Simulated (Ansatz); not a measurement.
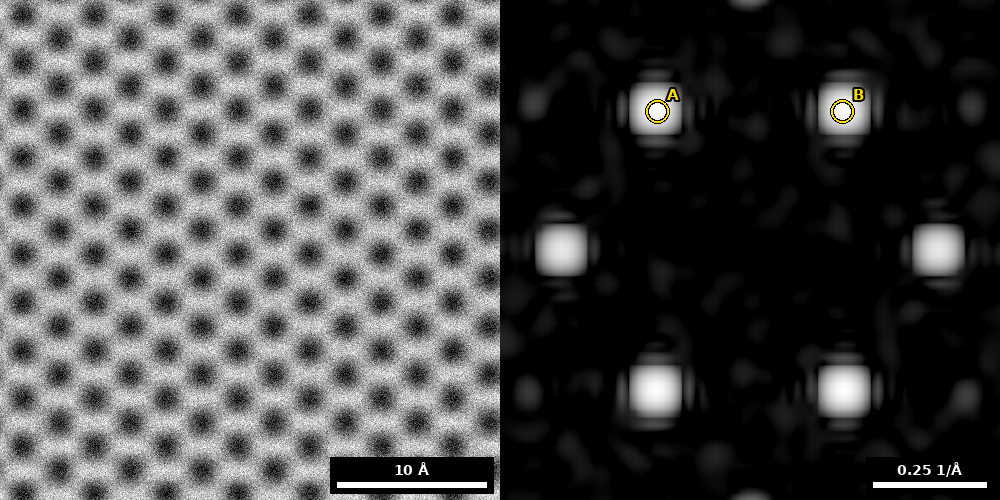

Phase-contrast TEM-like image of SnO2 (P4_2/mnm, No. 136) along [100]. Simulated in the weak-phase-object approximation with neutral-atom potentials: 300 kV, Cs = 0.60 mm, defocus −412 Å (negative is underfocus), defocus spread 20 Å, aperture 0.58 1/Å. Shot noise was added. Atomic positions: the geometry relaxed with DFT PBE, scalar-relativistic, plane waves, PAW in Ansatz 0.2.0.

The right panel is the modulus of the image's Fourier transform on a logarithmic scale.

a = 4.828 Å, b = 4.828 Å, c = 3.238 Å, α = 90.00°, β = 90.00°, γ = 90.00°

Q: Index the marked spots and give their plane spacings (the zone axis points at the viewer; indices equivalent by symmetry, or all signs reversed, are as good).

A: (0 -1 1), d = 2.69 Å; B: (011), d = 2.69 Å. A and B enclose 68°, and every spot obeys the zone law hu + kv + lw = 0 for [100].
